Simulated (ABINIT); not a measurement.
**Geometry relaxation of PbS (part 2 of 2)**

The same run, continued: PbS (Fm-3m, 2 atoms in the cell); Kohn-Sham DFT of a periodic cell, PBE, spin-orbit coupling, JTH PAW PBE v2.0 sp, no spin polarisation (ABINIT 10.8.3); cutoff 544.23 eV, 6×6×6 k-mesh, fermi-dirac of 0.05 eV. The structure derives from an entry of the Crystallography Open Database.

Geometry of the input (Å; fractional positions):
```
0.0000  2.9657  2.9657
2.9657  0.0000  2.9657
2.9657  2.9657  0.0000
Pb 0.0000  0.0000  0.0000
S  0.5000  0.5000  0.5000
```

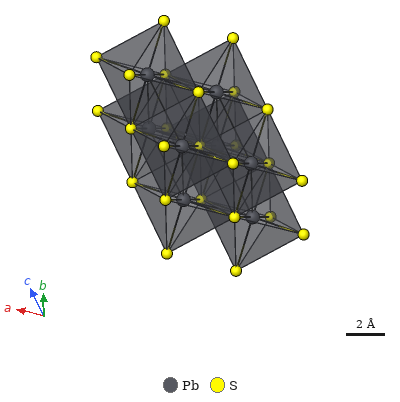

Fig. 1: The geometry at step 2 of the log (polyhedral view of the cell of the calculation, seen at an oblique angle; polyhedra are completed across the faces of the cell).

The program's output, continued
```
--- !ResultsGS
iteration_state: {dtset: 1, itime: 2, icycle: 1, }
comment   : Summary of ground state results
lattice_vectors:
- [  0.0000000,   5.6152206,   5.6152206, ]
- [  5.6152206,   0.0000000,   5.6152206, ]
- [  5.6152206,   5.6152206,   0.0000000, ]
lattice_lengths: [   7.94112,    7.94112,    7.94112, ]
lattice_angles: [ 60.000,  60.000,  60.000, ] # degrees, (23, 13, 12)
lattice_volume:   3.5410369E+02
convergence: {deltae:  1.743E-12, res2:  3.902E-11, residm:  2.633E-09, diffor: null, }
etotal    :  -1.40670269E+01
entropy   :   0.00000000E+00
fermie    :   7.23624199E-02
cartesian_stress_tensor: # hartree/bohr^3
- [ -5.26029216E-05,   0.00000000E+00,   0.00000000E+00, ]
- [  0.00000000E+00,  -5.26029216E-05,   0.00000000E+00, ]
- [  0.00000000E+00,   0.00000000E+00,  -5.26029216E-05, ]
pressure_GPa:   1.5476E+00
xred      :
- [  0.0000E+00,   0.0000E+00,   0.0000E+00, Pb]
- [  5.0000E-01,   5.0000E-01,   5.0000E-01,  S]
cartesian_forces: # hartree/bohr
- [ -0.00000000E+00,  -0.00000000E+00,  -0.00000000E+00, ]
- [ -0.00000000E+00,  -0.00000000E+00,  -0.00000000E+00, ]
force_length_stats: {min:   0.00000000E+00, max:   0.00000000E+00, mean:   0.00000000E+00, }
...

 Integrated electronic density in atomic spheres:
 ------------------------------------------------
 Atom  Sphere_radius  Integrated_density
    1        2.91365          2.53058744
    2        1.90380          3.51373493

---OUTPUT-----------------------------------------------------------------------

 Cartesian coordinates (xcart) [bohr]
  0.00000000000000E+00  0.00000000000000E+00  0.00000000000000E+00
  5.61522056134260E+00  5.61522056134260E+00  5.61522056134260E+00
 Reduced coordinates (xred)
  0.00000000000000E+00  0.00000000000000E+00  0.00000000000000E+00
  5.00000000000000E-01  5.00000000000000E-01  5.00000000000000E-01
 Cartesian forces (fcart) [Ha/bohr]; max,rms= 0.00000E+00 0.00000E+00 (free atoms)
 -0.00000000000000E+00 -0.00000000000000E+00 -0.00000000000000E+00
 -0.00000000000000E+00 -0.00000000000000E+00 -0.00000000000000E+00
 Gradient of E wrt nuclear positions in reduced coordinates (gred)
  0.00000000000000E+00  0.00000000000000E+00  0.00000000000000E+00
  0.00000000000000E+00  0.00000000000000E+00  0.00000000000000E+00
 Scale of Primitive Cell (acell) [bohr]
  7.94112107356697E+00  7.94112107356697E+00  7.94112107356697E+00
 Real space primitive translations (rprimd) [bohr]
  0.00000000000000E+00  5.61522056134260E+00  5.61522056134260E+00
  5.61522056134260E+00  0.00000000000000E+00  5.61522056134260E+00
  5.61522056134260E+00  5.61522056134260E+00  0.00000000000000E+00
 Unitary Cell Volume (ucvol) [Bohr^3]=  3.54103691834764E+02
 Angles (23,13,12)= [degrees]
  6.00000000000000E+01  6.00000000000000E+01  6.00000000000000E+01
 Lengths [Bohr]
  7.94112107356697E+00  7.94112107356697E+00  7.94112107356697E+00
 Stress tensor in cartesian coordinates (strten) [Ha/bohr^3]
 -5.26029216122710E-05  0.00000000000000E+00  0.00000000000000E+00
  0.00000000000000E+00 -5.26029216122701E-05  0.00000000000000E+00
  0.00000000000000E+00  0.00000000000000E+00 -5.26029216122693E-05
 Total energy (etotal) [Ha]= -1.40670268577467E+01

 Difference of energy with previous step (new-old):
           Absolute (Ha)=-1.19105E-04
           Relative     =-8.46698E-06

--- Iteration: ( 3/50) Internal Cycle: (1/1)
--------------------------------------------------------------------------------

---SELF-CONSISTENT-FIELD CONVERGENCE--------------------------------------------

--- !BeginCycle
iteration_state: {dtset: 1, itime: 3, icycle: 1, }
solver: {iscf: 17, nstep: 80, nline: 4, wfoptalg: 10, }
tolerances: {tolvrs: 1.00E-10, }
...

     iter   Etot(hartree)      deltaE(h)  residm     nres2
 ETOT  1  -14.067873968384    -1.407E+01 2.841E-05 3.275E-01
 ETOT  2  -14.067440091713     4.339E-04 1.670E-06 6.285E-02
 ETOT  3  -14.067281894331     1.582E-04 5.770E-06 3.405E-03
 ETOT  4  -14.067286590417    -4.696E-06 3.639E-07 3.194E-04
 ETOT  5  -14.067286917531    -3.271E-07 1.288E-07 7.287E-05
 ETOT  6  -14.067287413716    -4.962E-07 1.962E-07 1.561E-06
 ETOT  7  -14.067287434753    -2.104E-08 1.771E-08 2.317E-07
 ETOT  8  -14.067287438903    -4.150E-09 9.781E-08 9.159E-09
 ETOT  9  -14.067287438915    -1.213E-11 2.367E-07 9.068E-10
 ETOT 10  -14.067287438911     3.517E-12 2.941E-07 8.265E-11

 At SCF step   10       nres2   =  8.26E-11 < tolvrs=  1.00E-10 =>converged.

 Cartesian components of stress tensor (hartree/bohr^3)
  sigma(1 1)= -1.49532287E-06  sigma(3 2)=  0.00000000E+00
  sigma(2 2)= -1.49532287E-06  sigma(3 1)=  0.00000000E+00
  sigma(3 3)= -1.49532287E-06  sigma(2 1)=  0.00000000E+00

--- !ResultsGS
iteration_state: {dtset: 1, itime: 3, icycle: 1, }
comment   : Summary of ground state results
lattice_vectors:
- [  0.0000000,   5.6664322,   5.6664322, ]
- [  5.6664322,   0.0000000,   5.6664322, ]
- [  5.6664322,   5.6664322,   0.0000000, ]
lattice_lengths: [   8.01355,    8.01355,    8.01355, ]
lattice_angles: [ 60.000,  60.000,  60.000, ] # degrees, (23, 13, 12)
lattice_volume:   3.6388075E+02
convergence: {deltae:  3.517E-12, res2:  8.265E-11, residm:  2.941E-07, diffor: null, }
etotal    :  -1.40672874E+01
entropy   :   0.00000000E+00
fermie    :   6.37749764E-02
cartesian_stress_tensor: # hartree/bohr^3
- [ -1.49532287E-06,   0.00000000E+00,   0.00000000E+00, ]
- [  0.00000000E+00,  -1.49532287E-06,   0.00000000E+00, ]
- [  0.00000000E+00,   0.00000000E+00,  -1.49532287E-06, ]
pressure_GPa:   4.3994E-02
xred      :
- [  0.0000E+00,   0.0000E+00,   0.0000E+00, Pb]
- [  5.0000E-01,   5.0000E-01,   5.0000E-01,  S]
cartesian_forces: # hartree/bohr
- [ -0.00000000E+00,  -0.00000000E+00,  -0.00000000E+00, ]
- [ -0.00000000E+00,  -0.00000000E+00,  -0.00000000E+00, ]
force_length_stats: {min:   0.00000000E+00, max:   0.00000000E+00, mean:   0.00000000E+00, }
...

 Integrated electronic density in atomic spheres:
 ------------------------------------------------
 Atom  Sphere_radius  Integrated_density
    1        2.91365          2.50286403
    2        1.90380          3.53403268

---OUTPUT-----------------------------------------------------------------------

 Cartesian coordinates (xcart) [bohr]
  0.00000000000000E+00  0.00000000000000E+00  0.00000000000000E+00
  5.66643217522323E+00  5.66643217522323E+00  5.66643217522323E+00
 Reduced coordinates (xred)
  0.00000000000000E+00  0.00000000000000E+00  0.00000000000000E+00
  5.00000000000000E-01  5.00000000000000E-01  5.00000000000000E-01
 Cartesian forces (fcart) [Ha/bohr]; max,rms= 0.00000E+00 0.00000E+00 (free atoms)
 -0.00000000000000E+00 -0.00000000000000E+00 -0.00000000000000E+00
 -0.00000000000000E+00 -0.00000000000000E+00 -0.00000000000000E+00
 Gradient of E wrt nuclear positions in reduced coordinates (gred)
  0.00000000000000E+00  0.00000000000000E+00  0.00000000000000E+00
  0.00000000000000E+00  0.00000000000000E+00  0.00000000000000E+00
 Scale of Primitive Cell (acell) [bohr]
  8.01354523246797E+00  8.01354523246797E+00  8.01354523246797E+00
 Real space primitive translations (rprimd) [bohr]
  0.00000000000000E+00  5.66643217522323E+00  5.66643217522323E+00
  5.66643217522323E+00  0.00000000000000E+00  5.66643217522323E+00
  5.66643217522323E+00  5.66643217522323E+00  0.00000000000000E+00
 Unitary Cell Volume (ucvol) [Bohr^3]=  3.63880749110663E+02
 Angles (23,13,12)= [degrees]
  6.00000000000000E+01  6.00000000000000E+01  6.00000000000000E+01
 Lengths [Bohr]
  8.01354523246797E+00  8.01354523246797E+00  8.01354523246797E+00
 Stress tensor in cartesian coordinates (strten) [Ha/bohr^3]
 -1.49532287244385E-06  0.00000000000000E+00  0.00000000000000E+00
  0.00000000000000E+00 -1.49532287244472E-06  0.00000000000000E+00
  0.00000000000000E+00  0.00000000000000E+00 -1.49532287244515E-06
 Total energy (etotal) [Ha]= -1.40672874389114E+01

 Difference of energy with previous step (new-old):
           Absolute (Ha)=-2.60581E-04
           Relative     =-1.85241E-05

--- Iteration: ( 4/50) Internal Cycle: (1/1)
--------------------------------------------------------------------------------

---SELF-CONSISTENT-FIELD CONVERGENCE--------------------------------------------

--- !BeginCycle
iteration_state: {dtset: 1, itime: 4, icycle: 1, }
solver: {iscf: 17, nstep: 80, nline: 4, wfoptalg: 10, }
tolerances: {tolvrs: 1.00E-10, }
...

     iter   Etot(hartree)      deltaE(h)  residm     nres2
 ETOT  1  -14.067288186424    -1.407E+01 7.755E-07 2.858E-04
 ETOT  2  -14.067287792402     3.940E-07 1.662E-06 5.272E-05
 ETOT  3  -14.067287662808     1.296E-07 3.772E-06 3.084E-06
 ETOT  4  -14.067287666100    -3.293E-09 3.632E-06 2.689E-07
 ETOT  5  -14.067287666501    -4.008E-10 1.295E-05 6.375E-08
 ETOT  6  -14.067287666923    -4.217E-10 8.411E-06 1.418E-09
 ETOT  7  -14.067287666946    -2.314E-11 3.121E-05 1.979E-10
 ETOT  8  -14.067287666949    -3.610E-12 1.913E-05 1.079E-11

 At SCF step    8       nres2   =  1.08E-11 < tolvrs=  1.00E-10 =>converged.

 Cartesian components of stress tensor (hartree/bohr^3)
  sigma(1 1)= -4.15704973E-08  sigma(3 2)=  0.00000000E+00
  sigma(2 2)= -4.15704973E-08  sigma(3 1)=  0.00000000E+00
  sigma(3 3)= -4.15704973E-08  sigma(2 1)=  0.00000000E+00

--- !ResultsGS
iteration_state: {dtset: 1, itime: 4, icycle: 1, }
comment   : Summary of ground state results
lattice_vectors:
- [  0.0000000,   5.6679732,   5.6679732, ]
- [  5.6679732,   0.0000000,   5.6679732, ]
- [  5.6679732,   5.6679732,   0.0000000, ]
lattice_lengths: [   8.01572,    8.01572,    8.01572, ]
lattice_angles: [ 60.000,  60.000,  60.000, ] # degrees, (23, 13, 12)
lattice_volume:   3.6417770E+02
convergence: {deltae: -3.610E-12, res2:  1.079E-11, residm:  1.913E-05, diffor: null, }
etotal    :  -1.40672877E+01
entropy   :   0.00000000E+00
fermie    :   6.35217812E-02
cartesian_stress_tensor: # hartree/bohr^3
- [ -4.15704973E-08,   0.00000000E+00,   0.00000000E+00, ]
- [  0.00000000E+00,  -4.15704973E-08,   0.00000000E+00, ]
- [  0.00000000E+00,   0.00000000E+00,  -4.15704973E-08, ]
pressure_GPa:   1.2230E-03
xred      :
- [  0.0000E+00,   0.0000E+00,   0.0000E+00, Pb]
- [  5.0000E-01,   5.0000E-01,   5.0000E-01,  S]
cartesian_forces: # hartree/bohr
- [ -0.00000000E+00,  -0.00000000E+00,  -0.00000000E+00, ]
- [ -0.00000000E+00,  -0.00000000E+00,  -0.00000000E+00, ]
force_length_stats: {min:   0.00000000E+00, max:   0.00000000E+00, mean:   0.00000000E+00, }
...

 Integrated electronic density in atomic spheres:
 ------------------------------------------------
 Atom  Sphere_radius  Integrated_density
    1        2.91365          2.50322283
    2        1.90380          3.53555380

---OUTPUT-----------------------------------------------------------------------

 Cartesian coordinates (xcart) [bohr]
  0.00000000000000E+00  0.00000000000000E+00  0.00000000000000E+00
  5.66797315724348E+00  5.66797315724348E+00  5.66797315724348E+00
 Reduced coordinates (xred)
  0.00000000000000E+00  0.00000000000000E+00  0.00000000000000E+00
  5.00000000000000E-01  5.00000000000000E-01  5.00000000000000E-01
 Cartesian forces (fcart) [Ha/bohr]; max,rms= 0.00000E+00 0.00000E+00 (free atoms)
 -0.00000000000000E+00 -0.00000000000000E+00 -0.00000000000000E+00
 -0.00000000000000E+00 -0.00000000000000E+00 -0.00000000000000E+00
 Gradient of E wrt nuclear positions in reduced coordinates (gred)
  0.00000000000000E+00  0.00000000000000E+00  0.00000000000000E+00
  0.00000000000000E+00  0.00000000000000E+00  0.00000000000000E+00
 Scale of Primitive Cell (acell) [bohr]
  8.01572451014038E+00  8.01572451014038E+00  8.01572451014038E+00
 Real space primitive translations (rprimd) [bohr]
  0.00000000000000E+00  5.66797315724348E+00  5.66797315724348E+00
  5.66797315724348E+00  0.00000000000000E+00  5.66797315724348E+00
  5.66797315724348E+00  5.66797315724348E+00  0.00000000000000E+00
 Unitary Cell Volume (ucvol) [Bohr^3]=  3.64177701150052E+02
 Angles (23,13,12)= [degrees]
  6.00000000000000E+01  6.00000000000000E+01  6.00000000000000E+01
 Lengths [Bohr]
  8.01572451014038E+00  8.01572451014038E+00  8.01572451014038E+00
 Stress tensor in cartesian coordinates (strten) [Ha/bohr^3]
 -4.15704972953415E-08  0.00000000000000E+00  0.00000000000000E+00
  0.00000000000000E+00 -4.15704972957752E-08  0.00000000000000E+00
  0.00000000000000E+00  0.00000000000000E+00 -4.15704972949078E-08
 Total energy (etotal) [Ha]= -1.40672876669494E+01

 Difference of energy with previous step (new-old):
           Absolute (Ha)=-2.28038E-07
           Relative     =-1.62105E-08

 At Broyd/MD step   4, gradients are converged :
  max grad (force/stress) = 4.1570E-06 < tolmxf= 2.0000E-05 ha/bohr (free atoms)

================================================================================

 ----iterations are completed or convergence reached----

 Mean square residual over all n,k,spin=   12.258E-08; max=  19.125E-06
 reduced coordinates (array xred) for    2 atoms
       0.000000000000      0.000000000000      0.000000000000
       0.500000000000      0.500000000000      0.500000000000
 rms dE/dt=  0.0000E+00; max dE/dt=  0.0000E+00; dE/dt below (all hartree)
    1       0.000000000000      0.000000000000      0.000000000000
    2       0.000000000000      0.000000000000      0.000000000000

 cartesian coordinates (angstrom) at end:
    1      0.00000000000000     0.00000000000000     0.00000000000000
    2      2.99936222478837     2.99936222478837     2.99936222478837

 cartesian forces (hartree/bohr) at end:
    1     -0.00000000000000    -0.00000000000000    -0.00000000000000
    2     -0.00000000000000    -0.00000000000000    -0.00000000000000
 frms,max,avg= 0.0000000E+00 0.0000000E+00   0.000E+00  0.000E+00  0.000E+00 h/b

 cartesian forces (eV/Angstrom) at end:
    1     -0.00000000000000    -0.00000000000000    -0.00000000000000
    2     -0.00000000000000    -0.00000000000000    -0.00000000000000
 frms,max,avg= 0.0000000E+00 0.0000000E+00   0.000E+00  0.000E+00  0.000E+00 e/A
 length scales=  8.015724510140  8.015724510140  8.015724510140 bohr
              =  4.241738736765  4.241738736765  4.241738736765 angstroms
 Fermi (or HOMO) energy (hartree) =   0.06352   Average Vxc (hartree)=  -0.34498
 Eigenvalues (hartree) for nkpt=  17  k points:
 kpt#   1, nband= 18, wtk=  0.00463, kpt=  0.0000  0.0000  0.0000 (reduced coord)
  -0.42630   -0.42630   -0.16009   -0.16009   -0.01928   -0.01928   -0.00688   -0.00688
  -0.00688   -0.00688    0.19170    0.19170    0.27870    0.27870    0.28127    0.28147
   0.28158    0.28158
      occupation numbers for kpt#   1
   1.00000    1.00000    1.00000    1.00000    1.00000    1.00000    1.00000    1.00000
   1.00000    1.00000    0.00000    0.00000    0.00000    0.00000    0.00000    0.00000
   0.00000    0.00000
 prteigrs : prtvol=0 or 1, do not print more k-points.

--- !EnergyTerms
iteration_state     : {dtset: 1, itime: 4, icycle: 1, }
comment             : Components of total free energy in Hartree
kinetic             :  5.64745493727286E+00
hartree             :  1.78478407509873E+00
xc                  : -7.80568252916968E+00
Ewald energy        : -1.28229262145969E+01
psp_core            :  1.21048077819464E+00
local_psp           : -6.62972734900582E+00
PAW spherical_terms :  4.54840265333543E+00
internal            : -1.40672136488707E+01
'-kT*entropy'       : -7.27206687736159E-05
total_energy        : -1.40672863695395E+01
total_energy_eV     : -3.82790362834363E+02
...

--- !EnergyTermsDC
iteration_state     : {dtset: 1, itime: 4, icycle: 1, }
comment             : '"Double-counting" decomposition of free energy'
band_energy         : -1.38104412216880E+00
Ewald energy        : -1.28229262145969E+01
psp_core            :  1.21048077819464E+00
xc_dc               : -3.67647320289930E+00
PAW spherical_terms :  2.60274781518970E+00
internal            : -1.40672149462806E+01
'-kT*entropy'       : -7.27206687736159E-05
total_energy_dc     : -1.40672876669494E+01
total_energy_dc_eV  : -3.82790398138685E+02
...

--- !EnergyTermsWithPAWCore
iteration_state     : {dtset: 1, itime: 4, icycle: 1, }
comment             : 'Components of total free energy, including PAW core contributions'
Total energy        : -2.12812832179302E+04
Total energy DC     : -2.12812832192276E+04
Total energy (eV)   : -5.79093217453211E+05
Total energy DC (eV): -5.79093217488515E+05
...

 Cartesian components of stress tensor (hartree/bohr^3)
  sigma(1 1)= -4.15704973E-08  sigma(3 2)=  0.00000000E+00
  sigma(2 2)= -4.15704973E-08  sigma(3 1)=  0.00000000E+00
  sigma(3 3)= -4.15704973E-08  sigma(2 1)=  0.00000000E+00

-Cartesian components of stress tensor (GPa)         [Pressure=  1.2230E-03 GPa]
- sigma(1 1)= -1.22304626E-03  sigma(3 2)=  0.00000000E+00
- sigma(2 2)= -1.22304626E-03  sigma(3 1)=  0.00000000E+00
- sigma(3 3)= -1.22304626E-03  sigma(2 1)=  0.00000000E+00

== END DATASET(S) ==============================================================
================================================================================

 -outvars: echo values of variables after computation  --------
            acell      8.0157245101E+00  8.0157245101E+00  8.0157245101E+00 Bohr
           etotal     -1.4067287667E+01
            fcart     -0.0000000000E+00 -0.0000000000E+00 -0.0000000000E+00
                      -0.0000000000E+00 -0.0000000000E+00 -0.0000000000E+00
            rprim      0.0000000000E+00  7.0710678119E-01  7.0710678119E-01
                       7.0710678119E-01  0.0000000000E+00  7.0710678119E-01
                       7.0710678119E-01  7.0710678119E-01  0.0000000000E+00
           strten     -4.1570497295E-08 -4.1570497296E-08 -4.1570497295E-08
                       0.0000000000E+00  0.0000000000E+00  0.0000000000E+00
           xangst      0.0000000000E+00  0.0000000000E+00  0.0000000000E+00
                       2.9993622248E+00  2.9993622248E+00  2.9993622248E+00
             xred      0.0000000000E+00  0.0000000000E+00  0.0000000000E+00
                       5.0000000000E-01  5.0000000000E-01  5.0000000000E-01
 Calculation completed.
```

Trajectory as extended XYZ (Å, eV, eV/Å), 4 frames, from step=0 to step=3
```
2
Lattice="0.0000 2.9657 2.9657 2.9657 0.0000 2.9657 2.9657 2.9657 0.0000" Properties=species:S:1:pos:R:3:forces:R:3 step=0 energy=-382.78006
Pb    0.0000    0.0000    0.0000    0.0000   0.0000   0.0000
S     2.9657    2.9657    2.9657    0.0000   0.0000   0.0000
2
Lattice="0.0000 2.9714 2.9714 2.9714 0.0000 2.9714 2.9714 2.9714 0.0000" Properties=species:S:1:pos:R:3:forces:R:3 step=1 energy=-382.78330
Pb    0.0000    0.0000    0.0000    0.0000   0.0000   0.0000
S     2.9714    2.9714    2.9714    0.0000   0.0000   0.0000
2
Lattice="0.0000 2.9985 2.9985 2.9985 0.0000 2.9985 2.9985 2.9985 0.0000" Properties=species:S:1:pos:R:3:forces:R:3 step=2 energy=-382.79039
Pb    0.0000    0.0000    0.0000    0.0000   0.0000   0.0000
S     2.9985    2.9985    2.9985    0.0000   0.0000   0.0000
2
Lattice="0.0000 2.9994 2.9994 2.9994 0.0000 2.9994 2.9994 2.9994 0.0000" Properties=species:S:1:pos:R:3:forces:R:3 step=3 energy=-382.79040
Pb    0.0000    0.0000    0.0000    0.0000   0.0000   0.0000
S     2.9994    2.9994    2.9994    0.0000   0.0000   0.0000
```

Results in brief

| quantity | value |
| --- | --- |
| outcome | converged |
| space group (tolerance 0.01 Å) | Fm-3m (225) |
| electrons treated | 10 |
| free energy | −382.7904 eV |
| Fermi energy | 1.729 eV |
| gap on the k-point mesh | 0.12 eV |
| pressure | 0.00 GPa |
| final volume | 53.97 Å³ |
| largest force (length of the vector) at the end | under 0.001 eV/Å |
| final cell | a = 4.242 Å, b = 4.242 Å, c = 4.242 Å, α = 60.00°, β = 60.00°, γ = 60.00° |
| hardware | 1 thread of Arm Neoverse V1, 24 GiB of memory available, shared host |
| wall time | 2.5 min |
| peak memory | 0.14 GiB |
